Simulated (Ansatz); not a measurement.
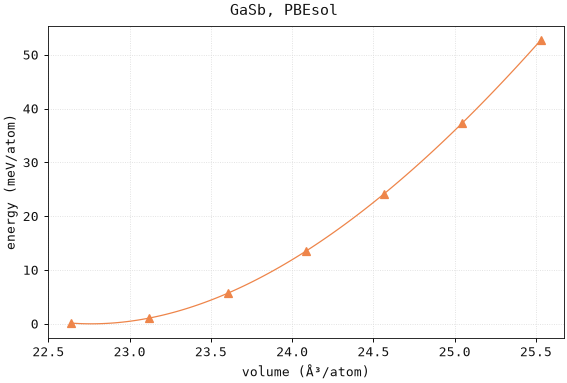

The picture above shows the energy against volume for GaSb, space group Immm (No. 71).

Starting cell:
```xyz
2
Lattice="-1.5559 2.6750 2.8933 1.5559 -2.6750 2.8933 1.5559 2.6750 -2.8933" Properties=species:S:1:pos:R:3 pbc="T T T"
Sb    0.0000    0.0000    2.8933
Ga    0.0000    0.0000    0.0000
```

How it was computed, with Ansatz 0.2.0: all-electron LAPW DFT, no spin polarisation; energies at scaled volumes of the given cell, shape and fractions fixed, counted from the fit's minimum, third-order Birch-Murnaghan fit. Level: PBEsol.

| setting | value |
| --- | --- |
| k mesh | 10×10×10 |
| occupations | Fermi–Dirac |
| smearing width | 0.05 eV |
| potentials | all electron LAPW, scalar relativistic |
| program settings | basis error eV/atom 0.001 |

From this curve and the settings, what does the calculation give for the pressure at the same points?

The pressure falls from 0.35 GPa at volume 22.64 Å³/atom to −5.45 GPa at 25.53 Å³/atom, and changes sign near 22.77 Å³/atom.

```csv
volume (Å³/atom),pressure (GPa)
22.64,0.35
23.12,-0.94
23.60,-2.09
24.08,-3.09
24.57,-3.98
25.05,-4.76
25.53,-5.45
```

Keep in mind: shape and atomic fractions are frozen while scaling, which makes layered, chain and framework solids too stiff.
